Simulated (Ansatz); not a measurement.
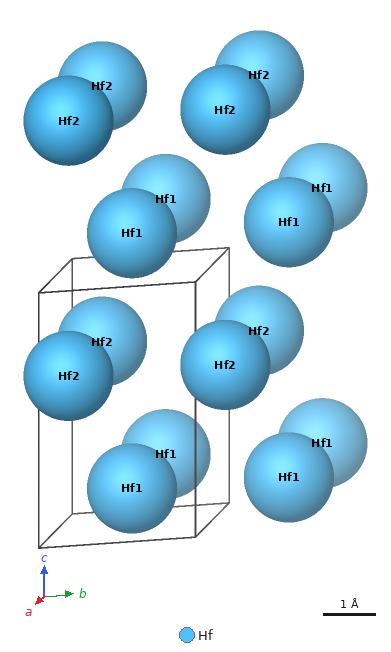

Reference structure: solid Hf (set up in P6_3/mmc). The picture is a spheres-only view of the cell of the calculation, repeated 2 × 2 × 2 with one cell outlined, seen slightly off an axis.

The calculation used DFT PBE, scalar-relativistic, plane waves, PAW (Ansatz). Set-up: plane-wave cutoff 420 eV; k-point mesh 15 × 15 × 8; occupations gaussian; smearing width 0.1 eV; no spin polarisation.

Now this is done to it. The volume is changed by −12.0 %. The cell's shape and the atoms are relaxed at that volume.

Input file:
```yaml
crystal:
  lattice:
    - [3.0688838364, 0.0, 0.0]
    - [-1.5344419182, 2.6577313636, 0.0]
    - [0.0, 0.0, 4.8633840789]
  atoms:
    - { symbol: Hf, position: [0.3333333333, 0.6666666667, 0.25] }
    - { symbol: Hf, position: [0.6666666667, 0.3333333333, 0.75] }
basis:
  ecutwfc: 420
kpoints:
  mp_grid: { grid: [15, 15, 8] }
hamiltonian:
  xc: pbe
scf:
  occupations: { method: gaussian, width: 0.1 }
output:
  forces: true
  stress: true
  eigenvalues: true
relax:
  adjacent_minimum: "off"
  f_tol: 0.01
  max_steps: 30
  cell: { stress_tol: 0.1, fix: [volume] }
```

Run as
```bash
ansatz run input.yaml --threads 1 --pin off --max-ram 2560MiB --backend cpu --events-out ev --progress --plain --runs-dir out
```

Q: What is the effect?

A: The energy rises by 131 meV per atom. The pressure goes from 0.0 to 17.0 GPa. It is metallic before and after. The drawn cell changes as follows: a = b 3.205 → 3.067 Å (−4.3 %), c 5.068 → 4.870 Å (−3.9 %); the volume changes by −12.0 %. The atoms keep their places relative to the cell (all moves are under 0.005 Å). Near-neighbour distances before and after: Hf–Hf 3.205 → 3.067 Å, Hf–Hf 3.138 → 3.011 Å. The space group stays P6_3/mmc (No. 194).

The changed structure in the same view:

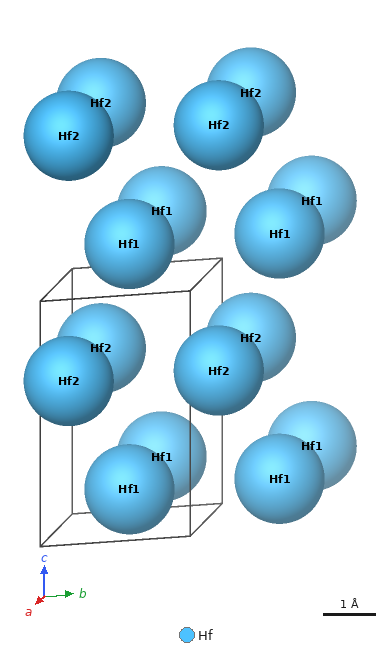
